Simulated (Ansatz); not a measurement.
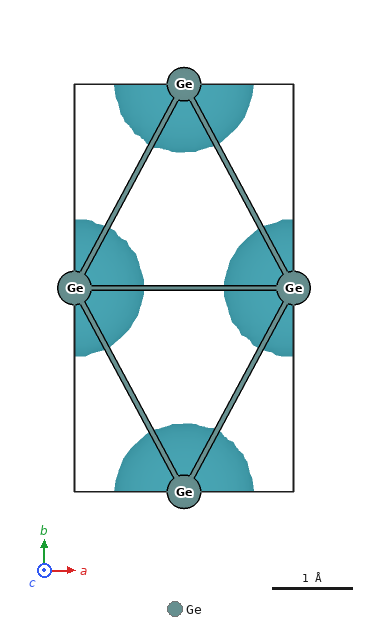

Figure 1: Ge. Isosurface of the valence charge density (pseudo) at 0.6 e/Å³ (cyan), seen along the c axis. Sticks mark near contacts.

Space group Cmmm; a structure from a database of computed crystals, not necessarily the ambient phase.

Theory: Kohn-Sham DFT of a periodic cell, r2SCAN, Ansatz PAW in Ansatz.

In a PAW calculation such maps are meaningful between the atoms, not at the nuclei.

```
CELL_PARAMETERS angstrom
2.73726 0.00000 0.00000
0.00000 5.09486 0.00000
0.00000 0.00000 2.64315
ATOMIC_POSITIONS crystal
Ge 0.00000 0.50000 0.00000
Ge 0.50000 0.00000 0.00000
```

Which contacts does the surface bridge?

At this value the density breaks into separate islands; it holds about 75 % of the electrons treated as valence (semicore included). It bridges none of the near contacts. It is pinched off along the sampled Ge–Ge (2.64 Å), Ge–Ge (2.74 Å) and Ge–Ge (2.89 Å) contacts. On the grid the lowest density along these lines, outside the cores, is 0.36 e/Å³ (Ge–Ge, 2.64 Å), 0.29 e/Å³ (Ge–Ge, 2.74 Å) and 0.19 e/Å³ (Ge–Ge, 2.89 Å).
